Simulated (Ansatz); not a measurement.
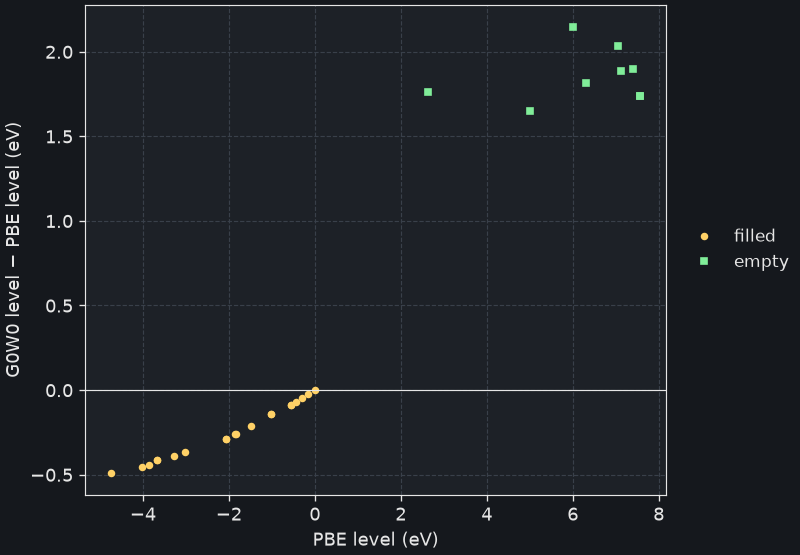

Change of each level from PBE to G0W0 against its PBE energy, both sets counted from their own valence top.

System: CsCl-type MgO, space group Pm-3m (No. 221), 2 atoms in the cell, relaxed with r2SCAN; cubic a = 2.623 Å. Starting point: PBE, Ansatz PAW set, no spin polarisation, no spin-orbit coupling, 6×6×6 k mesh, 420 eV cutoff, fixed occupations (Ansatz 0.2.0). Many-body step: G0W0 with empty bands 53, screening cutoff 120 eV and frequency treatment contour deformation.

What does G0W0 do to the gap?

Answer. Over the k points that were corrected, the smallest gap goes from 2.64 eV in PBE (M to Γ) to 4.40 eV in G0W0 (M to Γ), a change of +1.76 eV (+67 %).

Is the valence band stretched or squeezed?

Answer. Down to 4.7 eV under the top, the filled levels drop by about 0.11 eV more for each eV of depth, so the valence band is stretched by about 11 %.

Is the correction a rigid shift of the empty levels?

Answer. Counted from the valence top, the lowest empty level moves by +1.76 eV at Γ, +1.65 eV at M and +1.89 eV at X; over the 10 points that were corrected the shifts run from +1.65 to +2.25 eV: a spread of 0.60 eV on a mean of 1.92 eV, so one scissor shift doesn't describe this level. The top filled level also moves against the valence top, by −0.41 eV at R.

```csv
k point,PBE direct gap (eV),G0W0 direct gap (eV)
Γ,3.65,5.56
M,5.02,6.67
X,7.69,9.67
```

The k mesh is thin for GW. The usual form of MgO is rocksalt. Bands, cutoffs and mesh are finite, so these values aren't at the basis limit.
